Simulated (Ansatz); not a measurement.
# Calculations on TiAl and related structures

## 1. Relaxation

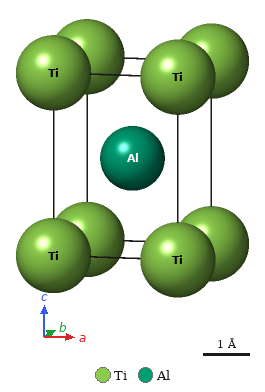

Starting structure of crystalline TiAl (set up in P4/mmm). A spheres-only model of the cell of the calculation, seen slightly off an axis.

Level of theory: Ansatz, DFT PBE, scalar-relativistic, plane waves, PAW.

The input:
```yaml
crystal:
  lattice:
    - [2.8373, 0.0, 0.0]
    - [0.0, 2.8373, 0.0]
    - [0.0, 0.0, 4.0591]
  atoms:
    - { symbol: Ti, position: [0.0, 0.0, 0.0] }
    - { symbol: Al, position: [0.5, 0.5, 0.5] }
basis:
  ecutwfc: 420
kpoints:
  mp_grid: { grid: [14, 14, 10] }
hamiltonian:
  xc: pbe
scf:
  occupations: { method: gaussian, width: 0.1 }
output:
  forces: true
  stress: true
  eigenvalues: true
  write_density: true
  write_potential: true
  elf: true
  volumetric_format: npy
relax:
  adjacent_minimum: "off"
  f_tol: 0.005
  max_steps: 80
  cell: { stress_tol: 0.05 }
```

Command:
```bash
ansatz run input.yaml --threads 1 --pin off --max-ram 2560MiB --backend cpu --events-out ev --progress --plain --runs-dir out
```

Q: What does the optimiser find from here?

A: No atom moves by more than 0.005 Å relative to the cell. The drawn cell changes as follows: a = b 2.837 → 2.822 Å (−0.5 %), c 4.059 → 4.077 Å (+0.4 %); the volume changes by −0.6 %. Among the contacts that change: Ti1–Ti1 2.837 → 2.822 Å, Al2–Al2 2.837 → 2.822 Å. The space group stays P4/mmm (No. 123). After 3 accepted moves (4 points after the start) the energy has fallen by 0.5 meV per atom. All forces vanish by symmetry, so only the cell relaxes. The pressure goes from −0.73 to 0.00 GPa. At 1 point the geometry stayed and the basis and grid were re-selected for the new cell (energy shift of less than 0.05 meV per atom at most each time).

Step by step:

| step | E − E(0), meV/atom | pressure, GPa | volume, Å³/atom | note |
| --- | --- | --- | --- | --- |
| 0 | 0.00 | -0.73 | 16.338 |  |
| 1 | -0.49 | 0.49 | 16.165 |  |
| 2 | -0.57 | 0.05 | 16.228 |  |
| 3 | -0.57 | 0.00 | 16.234 |  |
| 4 | -0.55 | 0.00 | 16.234 | same geometry, new basis |

## 2. Relaxation

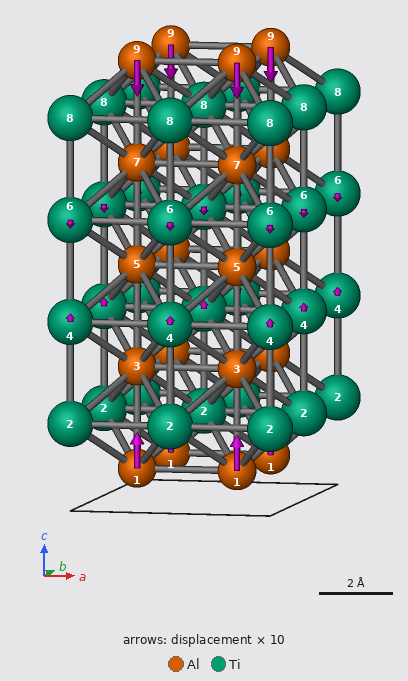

This is a relaxation of a slab of composition Ti₄Al₅ (cut from the P4/mmm phase). The starting structure is drawn; purple arrows show the displacements, magnified 10 times.

Style: ball-and-stick. Shown: the 2 × 2 repeat of the cell, outlined in the plane, without the vacuum, slightly off an axis.

Case: (1 0 0) slab, atoms relaxed. The slab is the (1 0 0) face of TiAl.

Theory: Ansatz, DFT PBE, scalar-relativistic, plane waves, PAW. Settings: plane-wave cutoff 420 eV; k-point mesh 12 × 9 × 1; occupations gaussian; smearing width 0.1 eV; no spin polarisation; dipole correction; atoms relaxed in a fixed cell; force threshold 0.02 eV/Å; at most 60 steps.

**What did the optimiser do to the structure, and how much energy did it gain?**

After 3 geometry steps the energy has fallen by 51.9 meV per cell of the calculation. The largest force component goes from 0.44 to 0.0081 eV/Å. The largest moves, 0.10 Å, are those of Al1 and Al9. Al9 goes along the normal (−c). By element the largest moves are Al 0.10 Å, Ti 0.02 Å. The cell doesn't change. Near-neighbour distances that change, for instance: Al1–Al3 2.822 → 2.733 Å, Al1–Ti2 2.853 → 2.801 Å, Ti4–Ti6 2.822 → 2.774 Å, Ti2–Ti4 2.822 → 2.851 Å.

## 3. A change

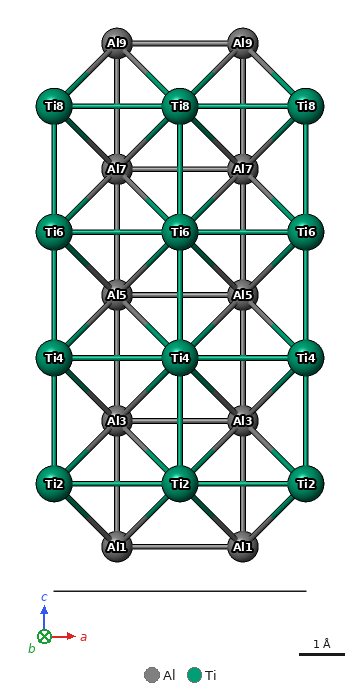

The starting point is a (1 0 0) slab of TiAl as cut from the relaxed bulk. The picture is a ball-and-stick view of the 2 × 1 repeat of the cell, outlined in the plane, without the vacuum, seen along the b axis.

These are results of DFT PBE, scalar-relativistic, plane waves, PAW (Ansatz), not measurements. Settings: plane-wave cutoff 420 eV; occupations gaussian; smearing width 0.1 eV; no spin polarisation. The k-mesh is chosen for each cell (12×9×12, 12×9×1).

Change: The atoms of the slab are relaxed at the bulk's in-plane cell.

Question: Predict the response.

Answer: The slab isn't stoichiometric; relaxing it gains 0.036 J/m². The top spacing, between the Al and Ti planes, goes from 1.41 to 1.30 Å (−7.6 %), the bottom one (Al to Ti) from 1.41 to 1.30 Å (−7.6 %). The work function of the top face goes from 4.04 to 4.11 eV. The cell doesn't change. The largest moves relative to the layer's centre, 0.10 Å, are those of Al1 and Al9. Al9 goes along the normal (−c). Largest moves by element: Al 0.10 Å, Ti 0.02 Å. Among the bonded contacts that change: Al–Al 2.822 → 2.733 to 2.822 Å, Al–Ti 2.853 → 2.801 to 2.861 Å, Ti–Ti 2.822 → 2.774 to 2.851 Å.

The changed structure in the same view:

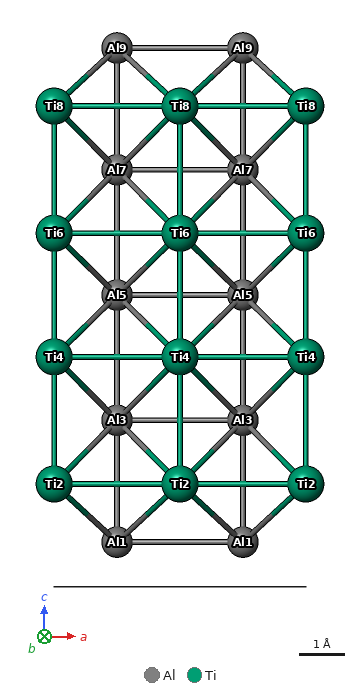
